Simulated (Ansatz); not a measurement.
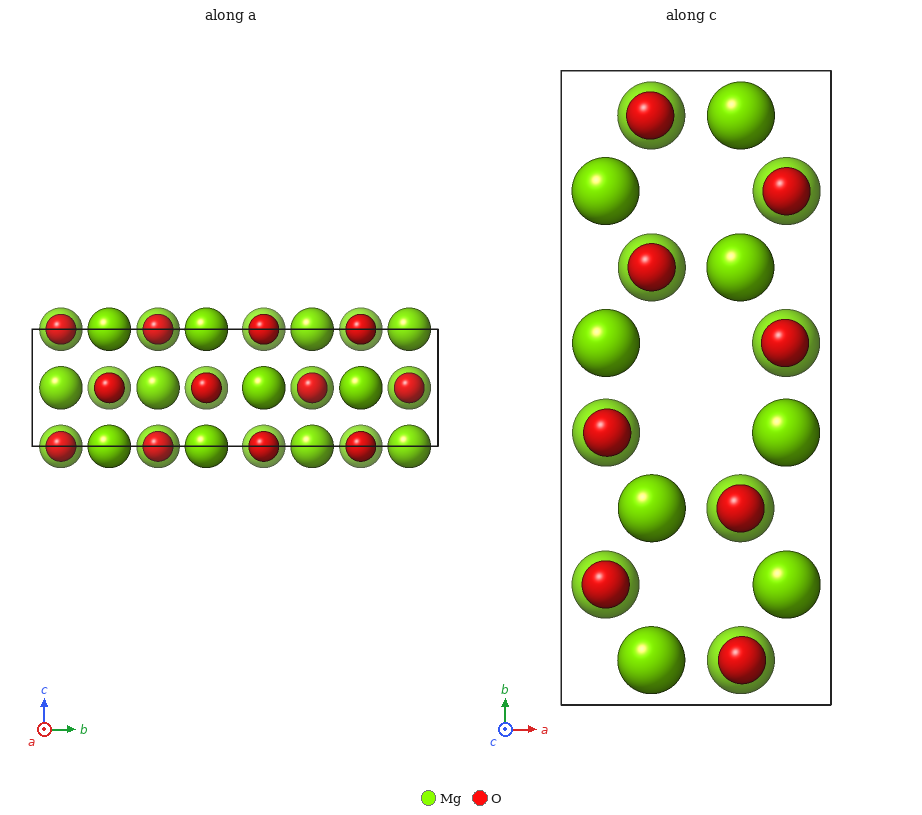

A spheres-only rendering, viewed along the a axis and along the c axis. Thin lines show the conventional unit cell, with boundary atoms drawn in all their periodic places.

MgO, space group Ibam (No. 72), a = 6.12 Å, b = 14.40 Å, c = 4.16 Å, α = 90.00°, β = 90.00°, γ = 90.00°.

Method: DFT, r2SCAN, plane waves, PAW in Ansatz; a kinetic-energy cutoff of 500 eV, k-points about 0.30 Å⁻¹ apart, Fermi-Dirac smearing of 0.02 eV, no spin polarisation.

### Is it conducting or gapped at this level?

An insulator at this level, with a gap of 3.75 eV, direct.

The cell started as a structure listed in the Materials Project. Atoms and cell were optimised with Ansatz, DFT, r2SCAN, plane waves, PAW.
